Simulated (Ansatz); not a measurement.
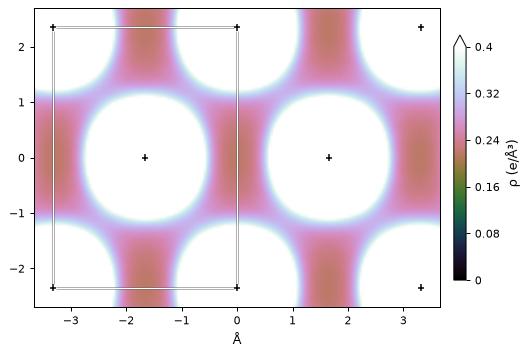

The valence charge density (pseudo) on a plane through atoms (crosses mark nuclei in the plane).

The calculation used Ansatz, DFT PBE, scalar-relativistic, plane waves, PAW.

Candidates:
A. Ta, a = 3.32 Å, b = 4.69 Å, c = 4.69 Å, α = 90.00°, β = 90.00°, γ = 90.00°. Space group Cmcm.
B. TiC, a = 6.03 Å, b = 6.04 Å, c = 6.36 Å, α = 63.00°, β = 62.77°, γ = 63.14°. Space group P1; a generated structure, not necessarily the stable one; computed without spin polarisation.

Q: Which system is this?

A: Candidate A: Ta on the (010) plane of the conventional cell, which holds Ta. Ta–Ta (2.87 Å): the density is about 0.3 e/Å³ at the midpoint.
